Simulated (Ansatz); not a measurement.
**C16H (charge +1): nudged elastic band (part 2 of 3)**

Continued. System: C16H (defect cell, 17 atoms in the cell, total charge +1). Method: DFT PBE-D3(BJ), scalar-relativistic, plane waves, PAW, no spin polarisation (Ansatz 0.2.0); cutoff 420 eV, 3×3×3 k-mesh, Gaussian smearing of 0.02 eV. It belongs to a series of runs on one base structure; here: band between the two ends.

Geometry of the input (Å; fractional positions):
```
0.0000  3.5700  3.5700
3.5700  0.0000  3.5700
3.5700  3.5700  0.0000
C  0.0026  -0.0011  -0.0103
C  0.1313  0.1231  0.1105
C  0.0100  -0.0011  0.4839
C  0.1272  0.1221  0.6162
C  0.0015  0.4987  -0.0074
C  0.1252  0.6258  0.1157
C  -0.0093  0.5001  0.4902
C  0.0973  0.6357  0.6270
C  0.5059  -0.0011  -0.0111
C  0.6286  0.1232  0.1150
C  0.5039  -0.0024  0.4885
C  0.6403  0.1131  0.6145
C  0.4999  0.4970  -0.0058
C  0.6298  0.6249  0.1120
C  0.5339  0.4920  0.4777
C  0.6210  0.6250  0.6207
H  0.3154  0.4129  0.5511
```

**Log, continued**
```
NEB iter  12: max|band force component| = 5.665e-1 eV/Å  barrier→ = 0.0617 eV  barrier← = 0.0617 eV  CI = image 5  Δτ_max = 0.0790 Å  (28 SCF iters)
NEB image 1
NEB image 2
NEB image 3
NEB image 4
NEB image 5
NEB iter  13: max|band force component| = 2.690e-1 eV/Å  barrier→ = 0.0524 eV  barrier← = 0.0524 eV  CI = image 5  Δτ_max = 0.0709 Å  (28 SCF iters)
NEB image 1
NEB image 2
NEB image 3
NEB image 4
NEB image 5
NEB iter  14: max|band force component| = 3.457e-1 eV/Å  barrier→ = 0.0476 eV  barrier← = 0.0476 eV  CI = image 5  Δτ_max = 0.0358 Å  (26 SCF iters)
NEB image 1
NEB image 2
NEB image 3
NEB image 4
NEB image 5
NEB iter  15: max|band force component| = 2.145e-1 eV/Å  barrier→ = 0.0457 eV  barrier← = 0.0456 eV  CI = image 5  Δτ_max = 0.0360 Å  (25 SCF iters)
NEB image 1
NEB image 2
NEB image 3
NEB image 4
NEB image 5
NEB iter  16: max|band force component| = 1.887e-1 eV/Å  barrier→ = 0.0445 eV  barrier← = 0.0444 eV  CI = image 5  Δτ_max = 0.0361 Å  (27 SCF iters)
NEB image 1
NEB image 2
NEB image 3
NEB image 4
NEB image 5
NEB iter  17: max|band force component| = 1.005e-1 eV/Å  barrier→ = 0.0438 eV  barrier← = 0.0438 eV  CI = image 5  Δτ_max = 0.0357 Å  (24 SCF iters)
NEB image 1
NEB image 2
NEB image 3
NEB image 4
NEB image 5
NEB iter  18: max|band force component| = 6.134e-2 eV/Å  barrier→ = 0.0434 eV  barrier← = 0.0434 eV  CI = image 5  Δτ_max = 0.0357 Å  (23 SCF iters)
NEB image 1
NEB image 2
NEB image 3
NEB image 4
NEB image 5
NEB iter  19: max|band force component| = 9.678e-2 eV/Å  barrier→ = 0.0432 eV  barrier← = 0.0432 eV  CI = image 5  Δτ_max = 0.0179 Å  (23 SCF iters)
NEB image 1
NEB image 2
NEB image 3
NEB image 4
NEB image 5
NEB iter  20: max|band force component| = 6.940e-2 eV/Å  barrier→ = 0.0431 eV  barrier← = 0.0431 eV  CI = image 5  Δτ_max = 0.0179 Å  (23 SCF iters)
NEB image 1
preconditioner: auto → Resta (q_TF=auto, 2.573 Å⁻¹)  ε∞=4.3  [insulator: Δε(μ)=2.837 eV  Ē_g=17.015 eV  σ=0.020 eV  W_gap=1.00  n_scr=26 (ndim 8)  ℏωp=31.1 eV  f_vac=0.000  D(μ)=0.00/eV (n_scr^D=0)  ε∞_Penn≈4.3]
NEB image 2
preconditioner: auto → Resta (q_TF=auto, 2.573 Å⁻¹)  ε∞=4.3  [insulator: Δε(μ)=2.522 eV  Ē_g=17.024 eV  σ=0.020 eV  W_gap=1.00  n_scr=26 (ndim 8)  ℏωp=31.1 eV  f_vac=0.000  D(μ)=0.00/eV (n_scr^D=0)  ε∞_Penn≈4.3]
NEB image 3
preconditioner: auto → Resta (q_TF=auto, 2.573 Å⁻¹)  ε∞=4.3  [insulator: Δε(μ)=2.374 eV  Ē_g=17.027 eV  σ=0.020 eV  W_gap=1.00  n_scr=26 (ndim 8)  ℏωp=31.1 eV  f_vac=0.000  D(μ)=0.00/eV (n_scr^D=0)  ε∞_Penn≈4.3]
NEB image 4
preconditioner: auto → Resta (q_TF=auto, 2.573 Å⁻¹)  ε∞=4.3  [insulator: Δε(μ)=2.509 eV  Ē_g=17.024 eV  σ=0.020 eV  W_gap=1.00  n_scr=26 (ndim 8)  ℏωp=31.1 eV  f_vac=0.000  D(μ)=0.00/eV (n_scr^D=0)  ε∞_Penn≈4.3]
NEB image 5
preconditioner: auto → Resta (q_TF=auto, 2.573 Å⁻¹)  ε∞=4.4  [insulator: Δε(μ)=2.659 eV  Ē_g=17.010 eV  σ=0.020 eV  W_gap=1.00  n_scr=26 (ndim 8)  ℏωp=31.1 eV  f_vac=0.000  D(μ)=0.00/eV (n_scr^D=0)  ε∞_Penn≈4.4]
NEB image 1
NSCF: frozen V_eff on 14 k-points
NEB image 2
NSCF: frozen V_eff on 14 k-points
NEB image 3
NSCF: frozen V_eff on 14 k-points
NEB image 4
NSCF: frozen V_eff on 14 k-points
NEB image 5
NSCF: frozen V_eff on 14 k-points
the band table was solved once a step of the walk had ended and its energy, with any forces and stress, was formed, with the checks that follow a solve (3049 applications of the Hamiltonian). They found nothing against the state; the energy, forces and stress were not computed again (output.eigenvalues in the input reference)
NEB image 5, as the band closes
NEB point 1 about image 5
preconditioner: auto → Resta (q_TF=auto, 2.573 Å⁻¹)  ε∞=4.4  [insulator: Δε(μ)=2.675 eV  Ē_g=17.010 eV  σ=0.020 eV  W_gap=1.00  n_scr=26 (ndim 8)  ℏωp=31.1 eV  f_vac=0.000  D(μ)=0.00/eV (n_scr^D=0)  ε∞_Penn≈4.4]
NEB point 2 about image 5
preconditioner: auto → Resta (q_TF=auto, 2.573 Å⁻¹)  ε∞=4.4  [insulator: Δε(μ)=2.695 eV  Ē_g=17.012 eV  σ=0.020 eV  W_gap=1.00  n_scr=26 (ndim 8)  ℏωp=31.1 eV  f_vac=0.000  D(μ)=0.00/eV (n_scr^D=0)  ε∞_Penn≈4.4]
NEB point 3 about image 5
preconditioner: auto → Resta (q_TF=auto, 2.573 Å⁻¹)  ε∞=4.4  [insulator: Δε(μ)=2.665 eV  Ē_g=16.990 eV  σ=0.020 eV  W_gap=1.00  n_scr=26 (ndim 8)  ℏωp=31.1 eV  f_vac=0.000  D(μ)=0.00/eV (n_scr^D=0)  ε∞_Penn≈4.4]
NEB point 4 about image 5
preconditioner: auto → Resta (q_TF=auto, 2.573 Å⁻¹)  ε∞=4.4  [insulator: Δε(μ)=2.701 eV  Ē_g=16.995 eV  σ=0.020 eV  W_gap=1.00  n_scr=26 (ndim 8)  ℏωp=31.1 eV  f_vac=0.000  D(μ)=0.00/eV (n_scr^D=0)  ε∞_Penn≈4.4]
NEB point 5 about image 5
preconditioner: auto → Resta (q_TF=auto, 2.573 Å⁻¹)  ε∞=4.4  [insulator: Δε(μ)=2.670 eV  Ē_g=16.996 eV  σ=0.020 eV  W_gap=1.00  n_scr=26 (ndim 8)  ℏωp=31.1 eV  f_vac=0.000  D(μ)=0.00/eV (n_scr^D=0)  ε∞_Penn≈4.4]
NEB point 6 about image 5
preconditioner: auto → Resta (q_TF=auto, 2.573 Å⁻¹)  ε∞=4.4  [insulator: Δε(μ)=2.864 eV  Ē_g=16.995 eV  σ=0.020 eV  W_gap=1.00  n_scr=26 (ndim 8)  ℏωp=31.1 eV  f_vac=0.000  D(μ)=0.00/eV (n_scr^D=0)  ε∞_Penn≈4.4]
NEB point 7 about image 5
preconditioner: auto → Resta (q_TF=auto, 2.573 Å⁻¹)  ε∞=4.4  [insulator: Δε(μ)=2.674 eV  Ē_g=17.011 eV  σ=0.020 eV  W_gap=1.00  n_scr=26 (ndim 8)  ℏωp=31.1 eV  f_vac=0.000  D(μ)=0.00/eV (n_scr^D=0)  ε∞_Penn≈4.4]
NEB point 8 about image 5
preconditioner: auto → Resta (q_TF=auto, 2.573 Å⁻¹)  ε∞=4.4  [insulator: Δε(μ)=2.778 eV  Ē_g=17.009 eV  σ=0.020 eV  W_gap=1.00  n_scr=26 (ndim 8)  ℏωp=31.1 eV  f_vac=0.000  D(μ)=0.00/eV (n_scr^D=0)  ε∞_Penn≈4.4]
NEB point 9 about image 5
preconditioner: auto → Resta (q_TF=auto, 2.573 Å⁻¹)  ε∞=4.4  [insulator: Δε(μ)=2.675 eV  Ē_g=17.004 eV  σ=0.020 eV  W_gap=1.00  n_scr=26 (ndim 8)  ℏωp=31.1 eV  f_vac=0.000  D(μ)=0.00/eV (n_scr^D=0)  ε∞_Penn≈4.4]
NEB point 10 about image 5
preconditioner: auto → Resta (q_TF=auto, 2.573 Å⁻¹)  ε∞=4.4  [insulator: Δε(μ)=2.457 eV  Ē_g=17.003 eV  σ=0.020 eV  W_gap=1.00  n_scr=26 (ndim 8)  ℏωp=31.1 eV  f_vac=0.000  D(μ)=0.00/eV (n_scr^D=0)  ε∞_Penn≈4.4]
NEB point 11 about image 5
preconditioner: auto → Resta (q_TF=auto, 2.573 Å⁻¹)  ε∞=4.4  [insulator: Δε(μ)=2.547 eV  Ē_g=16.968 eV  σ=0.020 eV  W_gap=1.00  n_scr=26 (ndim 8)  ℏωp=31.1 eV  f_vac=0.000  D(μ)=0.00/eV (n_scr^D=0)  ε∞_Penn≈4.4]
NEB point 12 about image 5
preconditioner: auto → Resta (q_TF=auto, 2.573 Å⁻¹)  ε∞=4.4  [insulator: Δε(μ)=2.449 eV  Ē_g=16.979 eV  σ=0.020 eV  W_gap=1.00  n_scr=26 (ndim 8)  ℏωp=31.1 eV  f_vac=0.000  D(μ)=0.00/eV (n_scr^D=0)  ε∞_Penn≈4.4]
NEB point 13 about image 5
preconditioner: auto → Resta (q_TF=auto, 2.573 Å⁻¹)  ε∞=4.4  [insulator: Δε(μ)=2.380 eV  Ē_g=16.980 eV  σ=0.020 eV  W_gap=1.00  n_scr=26 (ndim 8)  ℏωp=31.1 eV  f_vac=0.000  D(μ)=0.00/eV (n_scr^D=0)  ε∞_Penn≈4.4]
NEB point 14 about image 5
preconditioner: auto → Resta (q_TF=auto, 2.573 Å⁻¹)  ε∞=4.4  [insulator: Δε(μ)=2.772 eV  Ē_g=16.996 eV  σ=0.020 eV  W_gap=1.00  n_scr=26 (ndim 8)  ℏωp=31.1 eV  f_vac=0.000  D(μ)=0.00/eV (n_scr^D=0)  ε∞_Penn≈4.4]
NEB point 15 about image 5
preconditioner: auto → Resta (q_TF=auto, 2.573 Å⁻¹)  ε∞=4.4  [insulator: Δε(μ)=2.504 eV  Ē_g=17.000 eV  σ=0.020 eV  W_gap=1.00  n_scr=26 (ndim 8)  ℏωp=31.1 eV  f_vac=0.000  D(μ)=0.00/eV (n_scr^D=0)  ε∞_Penn≈4.4]
NEB point 16 about image 5
preconditioner: auto → Resta (q_TF=auto, 2.573 Å⁻¹)  ε∞=4.4  [insulator: Δε(μ)=2.596 eV  Ē_g=16.964 eV  σ=0.020 eV  W_gap=1.00  n_scr=26 (ndim 8)  ℏωp=31.1 eV  f_vac=0.000  D(μ)=0.00/eV (n_scr^D=0)  ε∞_Penn≈4.4]
NEB point 17 about image 5
preconditioner: auto → Resta (q_TF=auto, 2.573 Å⁻¹)  ε∞=4.3  [insulator: Δε(μ)=2.552 eV  Ē_g=17.018 eV  σ=0.020 eV  W_gap=1.00  n_scr=26 (ndim 8)  ℏωp=31.1 eV  f_vac=0.000  D(μ)=0.00/eV (n_scr^D=0)  ε∞_Penn≈4.3]
NEB point 18 about image 5
preconditioner: auto → Resta (q_TF=auto, 2.573 Å⁻¹)  ε∞=4.4  [insulator: Δε(μ)=2.658 eV  Ē_g=16.982 eV  σ=0.020 eV  W_gap=1.00  n_scr=26 (ndim 8)  ℏωp=31.1 eV  f_vac=0.000  D(μ)=0.00/eV (n_scr^D=0)  ε∞_Penn≈4.4]
NEB point 19 about image 5
preconditioner: auto → Resta (q_TF=auto, 2.573 Å⁻¹)  ε∞=4.4  [insulator: Δε(μ)=2.656 eV  Ē_g=16.992 eV  σ=0.020 eV  W_gap=1.00  n_scr=26 (ndim 8)  ℏωp=31.1 eV  f_vac=0.000  D(μ)=0.00/eV (n_scr^D=0)  ε∞_Penn≈4.4]
NEB point 20 about image 5
preconditioner: auto → Resta (q_TF=auto, 2.573 Å⁻¹)  ε∞=4.4  [insulator: Δε(μ)=2.589 eV  Ē_g=17.009 eV  σ=0.020 eV  W_gap=1.00  n_scr=26 (ndim 8)  ℏωp=31.1 eV  f_vac=0.000  D(μ)=0.00/eV (n_scr^D=0)  ε∞_Penn≈4.4]
NEB point between images 0 and 1
preconditioner: auto → Resta (q_TF=auto, 2.573 Å⁻¹)  ε∞=4.4  [insulator: Δε(μ)=2.902 eV  Ē_g=17.012 eV  σ=0.020 eV  W_gap=1.00  n_scr=26 (ndim 8)  ℏωp=31.1 eV  f_vac=0.000  D(μ)=0.00/eV (n_scr^D=0)  ε∞_Penn≈4.4]
NEB point between images 1 and 2
preconditioner: auto → Resta (q_TF=auto, 2.573 Å⁻¹)  ε∞=4.4  [insulator: Δε(μ)=2.781 eV  Ē_g=17.002 eV  σ=0.020 eV  W_gap=1.00  n_scr=26 (ndim 8)  ℏωp=31.1 eV  f_vac=0.000  D(μ)=0.00/eV (n_scr^D=0)  ε∞_Penn≈4.4]
NEB point between images 2 and 3
preconditioner: auto → Resta (q_TF=auto, 2.573 Å⁻¹)  ε∞=4.3  [insulator: Δε(μ)=2.318 eV  Ē_g=17.023 eV  σ=0.020 eV  W_gap=1.00  n_scr=26 (ndim 8)  ℏωp=31.1 eV  f_vac=0.000  D(μ)=0.00/eV (n_scr^D=0)  ε∞_Penn≈4.3]
NEB point between images 3 and 4
preconditioner: auto → Resta (q_TF=auto, 2.573 Å⁻¹)  ε∞=4.3  [insulator: Δε(μ)=2.312 eV  Ē_g=17.022 eV  σ=0.020 eV  W_gap=1.00  n_scr=26 (ndim 8)  ℏωp=31.1 eV  f_vac=0.000  D(μ)=0.00/eV (n_scr^D=0)  ε∞_Penn≈4.3]
NEB point between images 4 and 5
preconditioner: auto → Resta (q_TF=auto, 2.573 Å⁻¹)  ε∞=4.4  [insulator: Δε(μ)=2.907 eV  Ē_g=17.002 eV  σ=0.020 eV  W_gap=1.00  n_scr=26 (ndim 8)  ℏωp=31.1 eV  f_vac=0.000  D(μ)=0.00/eV (n_scr^D=0)  ε∞_Penn≈4.4]
NEB point between images 5 and 6
preconditioner: auto → Resta (q_TF=auto, 2.573 Å⁻¹)  ε∞=4.4  [insulator: Δε(μ)=2.834 eV  Ē_g=17.005 eV  σ=0.020 eV  W_gap=1.00  n_scr=26 (ndim 8)  ℏωp=31.1 eV  f_vac=0.000  D(μ)=0.00/eV (n_scr^D=0)  ε∞_Penn≈4.4]
NEB point between images 0 and 1
preconditioner: auto → Resta (q_TF=auto, 2.573 Å⁻¹)  ε∞=4.3  [insulator: Δε(μ)=2.711 eV  Ē_g=17.015 eV  σ=0.020 eV  W_gap=1.00  n_scr=26 (ndim 8)  ℏωp=31.1 eV  f_vac=0.000  D(μ)=0.00/eV (n_scr^D=0)  ε∞_Penn≈4.3]
NEB point between images 0 and 1
preconditioner: auto → Resta (q_TF=auto, 2.573 Å⁻¹)  ε∞=4.4  [insulator: Δε(μ)=2.878 eV  Ē_g=17.013 eV  σ=0.020 eV  W_gap=1.00  n_scr=26 (ndim 8)  ℏωp=31.1 eV  f_vac=0.000  D(μ)=0.00/eV (n_scr^D=0)  ε∞_Penn≈4.4]
NEB point between images 1 and 2
preconditioner: auto → Resta (q_TF=auto, 2.573 Å⁻¹)  ε∞=4.4  [insulator: Δε(μ)=2.736 eV  Ē_g=17.005 eV  σ=0.020 eV  W_gap=1.00  n_scr=26 (ndim 8)  ℏωp=31.1 eV  f_vac=0.000  D(μ)=0.00/eV (n_scr^D=0)  ε∞_Penn≈4.4]
NEB point between images 1 and 2
preconditioner: auto → Resta (q_TF=auto, 2.573 Å⁻¹)  ε∞=4.4  [insulator: Δε(μ)=2.949 eV  Ē_g=17.011 eV  σ=0.020 eV  W_gap=1.00  n_scr=26 (ndim 8)  ℏωp=31.1 eV  f_vac=0.000  D(μ)=0.00/eV (n_scr^D=0)  ε∞_Penn≈4.4]
NEB point between images 2 and 3
preconditioner: auto → Resta (q_TF=auto, 2.573 Å⁻¹)  ε∞=4.3  [insulator: Δε(μ)=2.389 eV  Ē_g=17.022 eV  σ=0.020 eV  W_gap=1.00  n_scr=26 (ndim 8)  ℏωp=31.1 eV  f_vac=0.000  D(μ)=0.00/eV (n_scr^D=0)  ε∞_Penn≈4.3]
NEB point between images 2 and 3
preconditioner: auto → Resta (q_TF=auto, 2.573 Å⁻¹)  ε∞=4.3  [insulator: Δε(μ)=2.311 eV  Ē_g=17.025 eV  σ=0.020 eV  W_gap=1.00  n_scr=26 (ndim 8)  ℏωp=31.1 eV  f_vac=0.000  D(μ)=0.00/eV (n_scr^D=0)  ε∞_Penn≈4.3]
NEB point between images 3 and 4
preconditioner: auto → Resta (q_TF=auto, 2.573 Å⁻¹)  ε∞=4.3  [insulator: Δε(μ)=2.311 eV  Ē_g=17.024 eV  σ=0.020 eV  W_gap=1.00  n_scr=26 (ndim 8)  ℏωp=31.1 eV  f_vac=0.000  D(μ)=0.00/eV (n_scr^D=0)  ε∞_Penn≈4.3]
NEB point between images 3 and 4
preconditioner: auto → Resta (q_TF=auto, 2.573 Å⁻¹)  ε∞=4.3  [insulator: Δε(μ)=2.376 eV  Ē_g=17.022 eV  σ=0.020 eV  W_gap=1.00  n_scr=26 (ndim 8)  ℏωp=31.1 eV  f_vac=0.000  D(μ)=0.00/eV (n_scr^D=0)  ε∞_Penn≈4.3]
NEB point between images 4 and 5
preconditioner: auto → Resta (q_TF=auto, 2.573 Å⁻¹)  ε∞=4.4  [insulator: Δε(μ)=2.777 eV  Ē_g=17.009 eV  σ=0.020 eV  W_gap=1.00  n_scr=26 (ndim 8)  ℏωp=31.1 eV  f_vac=0.000  D(μ)=0.00/eV (n_scr^D=0)  ε∞_Penn≈4.4]
NEB point between images 4 and 5
preconditioner: auto → Resta (q_TF=auto, 2.573 Å⁻¹)  ε∞=4.4  [insulator: Δε(μ)=2.735 eV  Ē_g=17.004 eV  σ=0.020 eV  W_gap=1.00  n_scr=26 (ndim 8)  ℏωp=31.1 eV  f_vac=0.000  D(μ)=0.00/eV (n_scr^D=0)  ε∞_Penn≈4.4]
NEB point between images 5 and 6
preconditioner: auto → Resta (q_TF=auto, 2.573 Å⁻¹)  ε∞=4.4  [insulator: Δε(μ)=2.704 eV  Ē_g=17.006 eV  σ=0.020 eV  W_gap=1.00  n_scr=26 (ndim 8)  ℏωp=31.1 eV  f_vac=0.000  D(μ)=0.00/eV (n_scr^D=0)  ε∞_Penn≈4.4]
NEB point between images 5 and 6
preconditioner: auto → Resta (q_TF=auto, 2.573 Å⁻¹)  ε∞=4.4  [insulator: Δε(μ)=2.938 eV  Ē_g=17.012 eV  σ=0.020 eV  W_gap=1.00  n_scr=26 (ndim 8)  ℏωp=31.1 eV  f_vac=0.000  D(μ)=0.00/eV (n_scr^D=0)  ε∞_Penn≈4.4]
NEB iter  21: max|band force component| = 3.882e-2 eV/Å  barrier→ = 0.0430 eV  barrier← = 0.0430 eV  CI = image 5  CI's point: of a kind that is not told: the force calls were inconclusive, a negative curvature could not be distinguished from the path's own, the only one lies far off the path, or fixed occupations may fill a level only in part  Δτ_max = 0.0000 Å  (295 SCF iters)
```

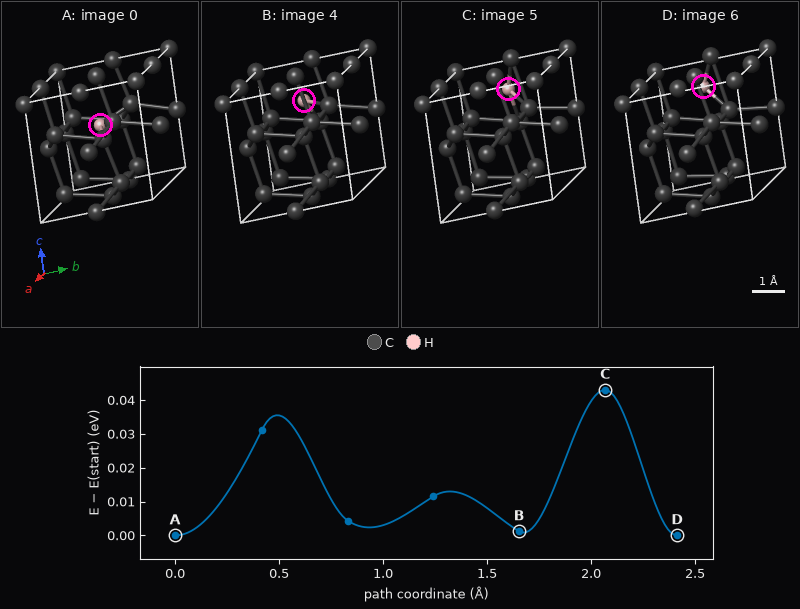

Figure 1. Images of the last band (counted from 0; ball-and-stick, reduced simulation cell, seen slightly off an axis), with the moving atom and its periodic copies ringed, above the energy along the path; the line is a cubic interpolation that uses the forces. The highest image is number 5, 0.043 eV above the start and 0.043 eV above the end (the climbing image); start and end have the same energy. The path is 2.42 Å long, and H17 moves most (1.27 Å). The band converged in 21 iterations.

```
Free energy (F): -4041.947289 eV
Harris-Foulkes:  -4041.947289 eV  (|F-HF|=7.12e-10)
Internal energy: -4041.947289 eV  (E = F + TS)
E sigma→0 (E₀):  -4041.947289 eV
Fermi energy:    14.897872 eV
--- Per-component energies (eV) ---
  E_band       = 276.160716
  E_kineti
[...]
  atom   3  C      0.00034858    -0.00129996     0.00009131
  atom   4  C      0.00260687     0.00000069     0.00217862
  atom   5  C     -0.00374609     0.00573431    -0.00089467
  atom   6  C      0.00373558     0.00069179     0.00119877
  atom   7  C     -0.00587909     0.00297821    -0.00175842
  atom   8  C     -0.00593271     0.00538712     0.00295782
  atom   9  C      0.00030986    -0.00069855    -0.00053485
  atom  10  C      0.00016662    -0.00024740     0.00042446
  atom  11  C      0.00078801    -0.00065642     0.00009885
  atom  12  C      0.00088758    -0.00072195    -0.00035539
  atom  13  C     -0.00010184     0.00097763    -0.00056007
  atom  14  C      0.00210411    -0.00138261    -0.00257502
  atom  15  C     -0.00037947    -0.00018534    -0.00021687
  atom  16  C     -0.00058448     0.00093468    -0.00010684
  atom  17  H      0.00672475    -0.01120590    -0.00279575
  max |Σ_I F_I| component: 6.85e-5 eV/Å
--- Band table (eV; the first three rows and the last of 14) ---
  k-point 0: bands = ["-8.3919", "-3.3879", "-2.3468", "-2.3327", "-2.2465", "-1.1965", "-0.1589", "0.0843", "0.1211", "0.5894", "0.6363", "0.6724", "0.6895", "0.7432", "0.7751", "6.3792", "6.9989", "7.0296", "7.1483", "7.1936", "7.2589", "10.2313", "10.3848", "10.4546", "10.5190", "10.5578", "10.6829", "10.7190", "10.9014", "13.2358", "13.3400", "13.5684", "16.2274", "17.1235", "17.5559", "18.0787", "18.2414", "18.4044", "18.7204", "18.8559", "19.2290", "21.1775", "21.2829", "21.3114", "21.7767", "21.8386", "21.8910", "22.1544", "22.1717"]
```
